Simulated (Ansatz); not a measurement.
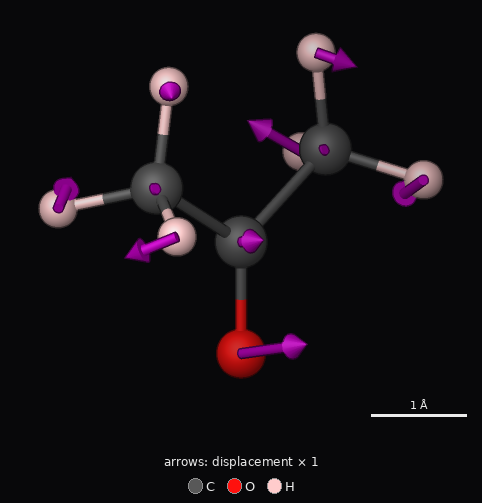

A relaxation of C₃H₆O. The starting structure is drawn; purple arrows show the displacements, at their true length. The two geometries are superimposed by the best rigid fit.

Style: ball-and-stick. Shown from a free direction.

The start comes from GFN2-xTB.

Method: RKS PBE0-D4/def2-TZVP in Ansatz. (force threshold 0.005 eV/Å; at most 150 steps)

### What did the optimiser do to the structure, and how much energy did it gain?

The O atom moves most after the best rigid fit: 1.01 Å. By element the largest moves are O 1.01 Å, H 0.79 Å, C 0.35 Å. Some distances before and after: C–H 1.085 → 1.093 Å. Among the angles between lasting bonds that change: C–C–H 112.8° → 109.7°, H–C–H 107.0° → 110.1°, H–C–H 109.6° → 106.8°. Groups turn about C–C by about 65°, C–C by about 55°. Over 19 accepted moves (24 points after the start) the energy falls by 2.21 kcal/mol. The largest force component goes from 0.15 to 0.00043 eV/Å. The line search rejected the trial steps at points 9, 12, 16, 19, 22 of the run. The forces were under the threshold at step 20, but the run went on from there.
